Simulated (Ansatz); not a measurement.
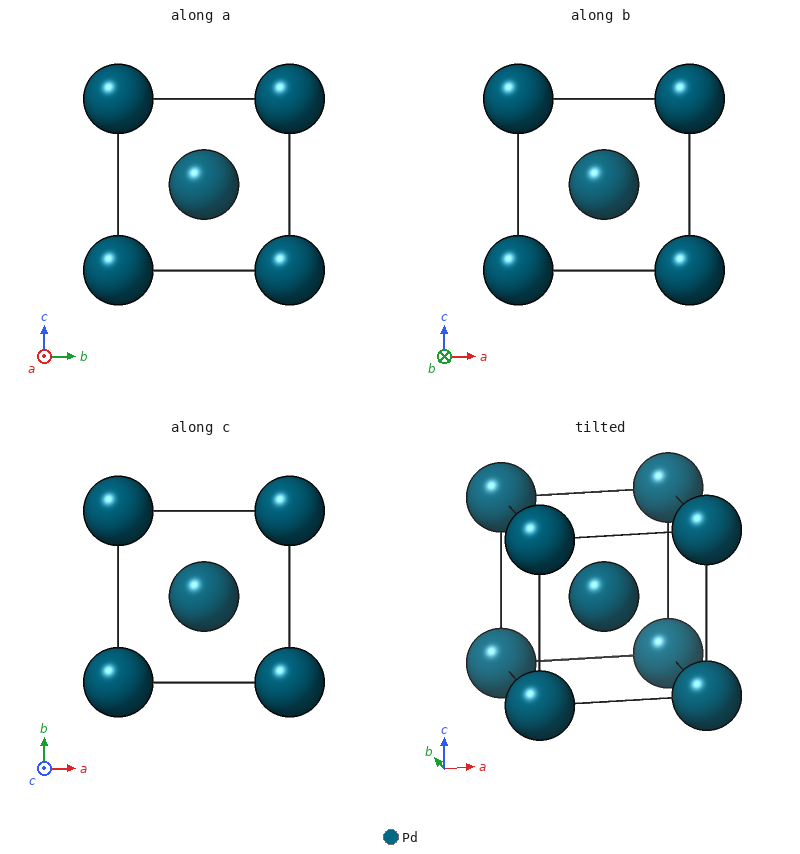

Structure drawing (spheres-only), viewed along the a axis, along the b axis, along the c axis and slightly off an axis. The edges of the conventional unit cell are marked.

Lattice parameters: a = 3.159 Å, b = 3.159 Å, c = 3.159 Å, α = 90.00°, β = 90.00°, γ = 90.00°. Put a along x and b in the xy plane.

### Give the structure in the form of a POSCAR file.

```
Pd
1.0
     3.159    0.000    0.000
     0.000    3.159    0.000
     0.000    0.000    3.159
Pd
2
Direct
  0.0000 0.0000 0.0000
  0.5000 0.5000 0.5000
```

The starting point was a structure type filled with this element by a generator (whether the element takes this form wasn't checked). Earlier steps of the study may have refined or changed the cell and positions. Ansatz was used for an electronic-structure calculation on it.
